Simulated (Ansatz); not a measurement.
System: AgCl.

Input file:

```
crystal:
  lattice:
    - [0.0, 2.8111430773, 2.6986973542]
    - [2.8111430773, 0.0, 2.6986973542]
    - [2.8111430773, 2.8111430773, 0.0]
  atoms:
    - { symbol: Ag, position: [0.5, 0.5, 0.5] }
    - { symbol: Cl, position: [0.0, 0.0, 0.0] }
basis:
  ecutwfc: 420
kpoints:
  mp_grid: { grid: [10, 10, 10] }
hamiltonian:
  xc: pbe
scf:
  occupations: { method: gaussian, width: 0.05 }
output:
  forces: true
  stress: true
  eigenvalues: true
  write_density: true
  write_potential: true
  elf: true
  volumetric_format: npy
```

Run with:

```sh
ansatz run input.yaml --threads 1 --pin off --max-ram 2560MiB --backend cpu --events-out ev --progress --plain --runs-dir out
```

Below, planes, directions and counts refer to the conventional cell (a = 3.98 Å, b = 3.98 Å, c = 5.40 Å, α = 90.00°, β = 90.00°, γ = 90.00°).

Space group I4/mmm.

Method: DFT PBE, scalar-relativistic, plane waves, PAW (Ansatz).

Predict the valence pseudo-density and electron localisation function between the atoms.

Ag–Cl (2.70 Å): the density is about 0.26 e/Å³ at the midpoint; the ELF peaks at about 0.85 in the valence shell of Cl, 0.7 Å from its nucleus, and drops to about 0.10 between the two atoms (no shared electron pair shows on this line).

Does the calculation give a band gap?

It is gapped, with a Kohn–Sham gap of 0.80 eV on the k-point mesh, an upper bound to the gap of this method.

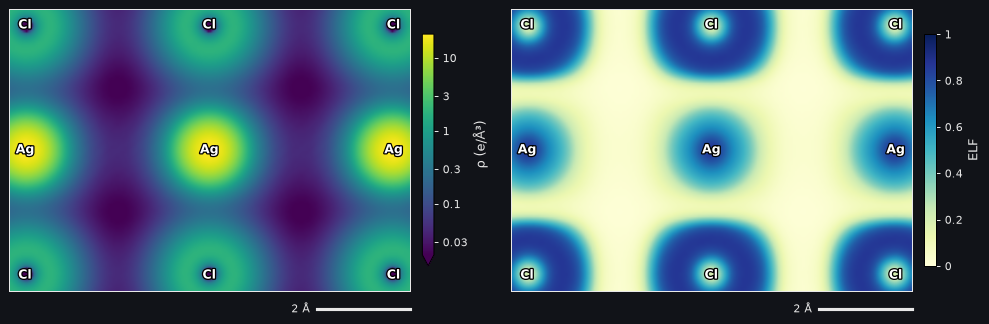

Computed valence pseudo-density and electron localisation function on the (100) plane of the conventional cell, in this order. 

Core electrons are frozen (PAW), and the valence fields are smoothed inside the atomic spheres.
